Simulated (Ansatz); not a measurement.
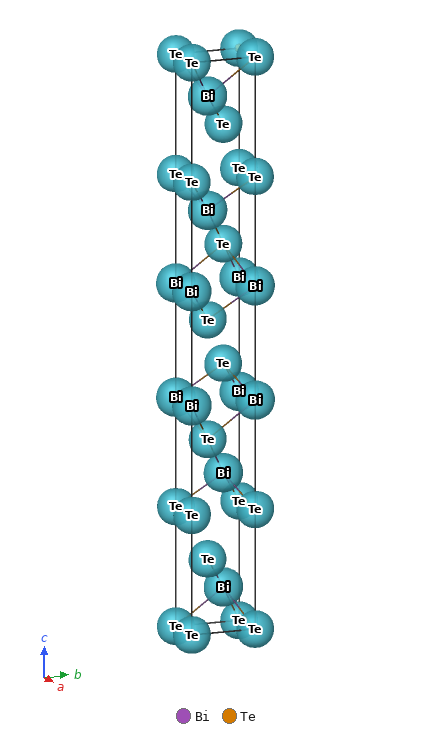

Bi₂Te₃. Isosurface of the valence pseudo-density at 0.6 e/Å³ (cyan), seen slightly off an axis. Sticks mark near contacts.

Space group R-3m; started from the Bi2Te3 prototype; computed pressure about 2 GPa in this cell.

Computed with DFT PBE, spin-orbit coupling, plane waves, PAW in Ansatz.

Core electrons are frozen (PAW), and the valence fields are smoothed inside the atomic spheres.

```
CELL_PARAMETERS angstrom
4.40570 0.00000 0.00000
-2.20285 3.81545 0.00000
0.00000 0.00000 30.22497
ATOMIC_POSITIONS crystal
Bi 0.33333 0.66667 0.06696
Bi 0.00000 0.00000 0.40029
Bi 0.66667 0.33333 0.73363
Bi 0.33333 0.66667 0.26637
Bi 0.00000 0.00000 0.59971
Bi 0.66667 0.33333 0.93304
Te 0.00000 0.00000 0.00000
Te 0.66667 0.33333 0.33333
Te 0.33333 0.66667 0.66667
Te 0.00000 0.00000 0.20927
Te 0.66667 0.33333 0.54261
Te 0.33333 0.66667 0.87594
Te 0.66667 0.33333 0.12406
Te 0.33333 0.66667 0.45739
Te 0.00000 0.00000 0.79073
```

Which contacts does the surface bridge?

Answer. At this value the density breaks into separate islands; it holds about 70 % of the electrons treated as valence (semicore included). It bridges none of the near contacts. It is pinched off along the shortest Bi–Te (3.07 Å) and Bi–Te (3.25 Å) contacts. On the grid the lowest density along these lines, outside the cores, is 0.28 e/Å³ (Bi–Te, 3.07 Å) and 0.2 e/Å³ (Bi–Te, 3.25 Å).
